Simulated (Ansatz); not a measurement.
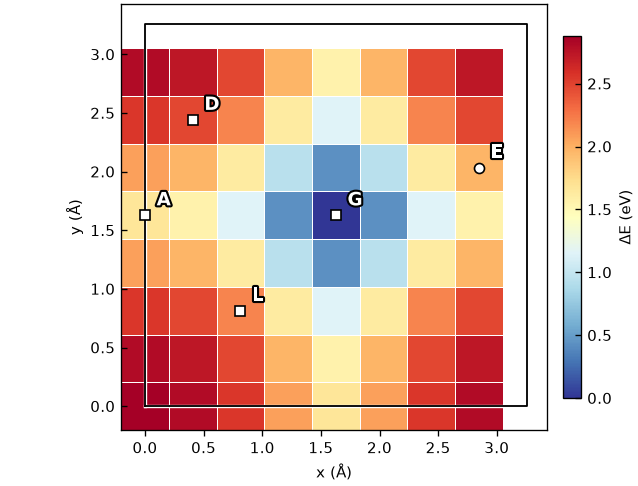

Si on a Ti(100) slab cut from the Im-3m phase, its upper half relaxed before the scan (16 atoms of substrate and one adsorbate in a 2 × 2 cell). Si is moved over the surface cell; relaxed at each place: the height of the adsorbate's atoms; substrate rigid; the origin of the map has the adsorbate above Ti13. Places are given modulo a cell vector. The map is drawn in real space over the plane of the surface. The scan uses an 8 × 8 grid; 15 points were computed and 49 follow by symmetry. Places are given in fractions of the 1 × 1 surface cell. Energies: eV, counted from the lowest grid point. The calculation used DFT PBE, scalar-relativistic, plane waves, PAW in Ansatz. Settings: cutoff 420 eV, k-mesh 4×4×1, gaussian smearing 0.1 eV, no spin polarisation.

In the figure: one coloured cell a grid point, the outline of one cell of the plane, lettered points.

**Rank the lettered points by energy, lowest first.**

G (0.00 eV), A (1.67 eV), E (1.97 eV), L (2.20 eV), D (2.48 eV).

**What kind of point is each of A, D, E, G, L: minimum, saddle, maximum or slope?**

A: saddle point; D: on a slope; E: on a slope; G: minimum; L: on a slope. (In these two coordinates alone; a stationary point may lie a little off the grid point.)

PAW datasets: the set soft_1.
